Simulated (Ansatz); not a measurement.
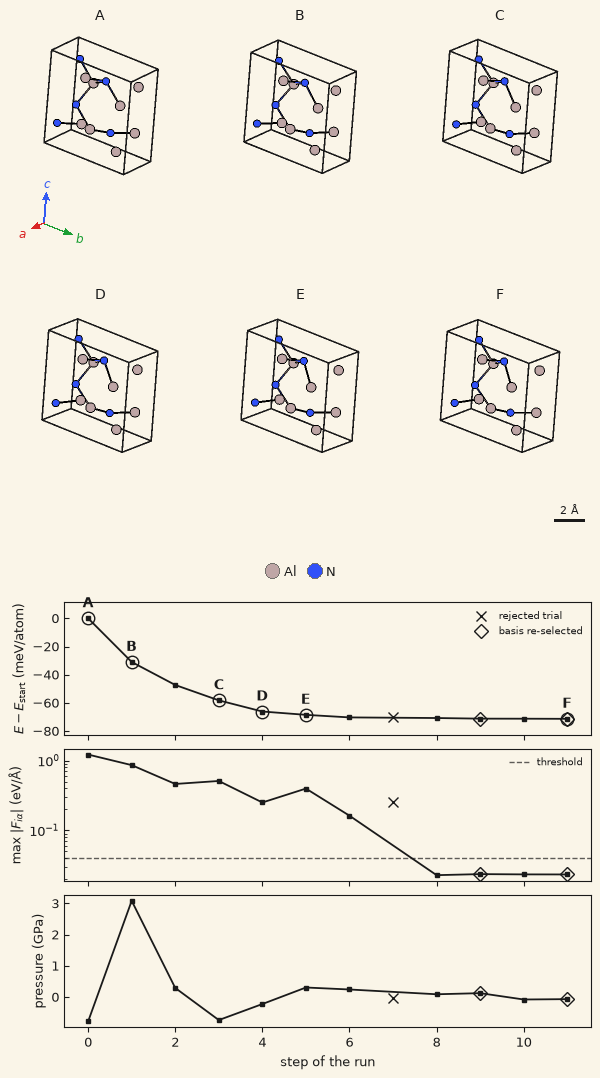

Frames of a relaxation of solid Al8N5 (a generated structure, set up in P1) (coarse preliminary run), marked on the history of the run. A ball-and-stick model of the cell of the calculation, seen slightly off an axis.

Case: 3 of 8 N atoms taken out at random.

Level of theory: Ansatz, DFT PBE, scalar-relativistic, plane waves, PAW. (plane-wave cutoff 420 eV; k-point mesh 3 × 3 × 3; occupations gaussian; smearing width 0.1 eV; no spin polarisation; cell and atoms relaxed; force threshold 0.04 eV/Å; at most 50 steps)

> What happens along the run?

An Al atom moves most relative to the cell: 0.56 Å along [1 −2 −1]. By element the largest moves are Al 0.56 Å, N 0.11 Å. Cell: a 5.914 → 6.110 Å (+3.3 %), b 5.914 → 6.109 Å (+3.3 %), c 6.260 → 6.022 Å (−3.8 %), α 105.3° → 104.7°, β 105.3° → 104.4°, γ 116.1° → 120.3°. Volume −1.6 %. Near-neighbour distances that change, for instance: Al–N 1.842 → 1.954 Å, Al–N 1.856 → 1.935 Å, Al–N 1.908 → 1.958 Å, Al–N 1.951 → 1.903 Å. Among the angles between lasting bonds that change: Al–N–Al 108.3° → 92.4°, Al–N–Al 107.3° → 92.4°, N–Al–N 112.3° → 99.8°. The space group (tolerance 0.01 Å) goes from P1 (No. 1) to Cm (No. 8). The energy falls by 71.3 meV per atom in 8 accepted moves (11 points after the start). The largest force component goes from 1.2 to 0.023 eV/Å. Pressure: −0.78 GPa at the start and −0.07 GPa at the end. The line search rejected the trial step at point 7 of the run. At 2 points the geometry stayed and the basis and grid were re-selected for the new cell (energy shift of 0.4 meV per atom at most each time). Cost: 68 s on 4 threads of Intel(R) Xeon(R) Processor @ 2.50GHz (Skylake/Cascade Lake) (shared host), peak memory 0.53 GiB. From step 0 to 1: an Al atom moves most (0.14 Å), volume −6.5 %, energy −31.0 meV per atom. From step 1 to 3: an Al atom moves most (0.19 Å), volume +3.7 %, energy −27.2 meV per atom. From step 3 to 4: an Al atom moves most (0.19 Å), volume +0.4 %, energy −7.9 meV per atom. From step 4 to 5: an Al atom moves most (0.16 Å), volume +0.5 %, energy −2.4 meV per atom. From step 5 to 11: an Al atom moves most (0.08 Å), volume +0.6 %, energy −2.8 meV per atom.

| step | E − E(0), meV/atom | largest force component, eV/Å | pressure, GPa | volume, Å³/atom | note |
| --- | --- | --- | --- | --- | --- |
| 0 | 0.00 | 1.2186 | -0.78 | 13.102 |  |
| 1 | -30.98 | 0.8598 | 3.08 | 12.247 |  |
| 2 | -47.31 | 0.4620 | 0.29 | 12.574 |  |
| 3 | -58.22 | 0.5100 | -0.74 | 12.703 |  |
| 4 | -66.13 | 0.2508 | -0.23 | 12.748 |  |
| 5 | -68.49 | 0.3969 | 0.30 | 12.806 |  |
| 6 | -70.31 | 0.1623 | 0.24 | 12.826 |  |
| 7 | -69.97 | 0.2566 | -0.04 | 12.831 | rejected |
| 8 | -70.75 | 0.0228 | 0.09 | 12.846 |  |
| 9 | -71.19 | 0.0236 | 0.12 | 12.846 | same geometry, new basis |
| 10 | -71.23 | 0.0234 | -0.08 | 12.887 |  |
| 11 | -71.32 | 0.0234 | -0.07 | 12.887 | same geometry, new basis |
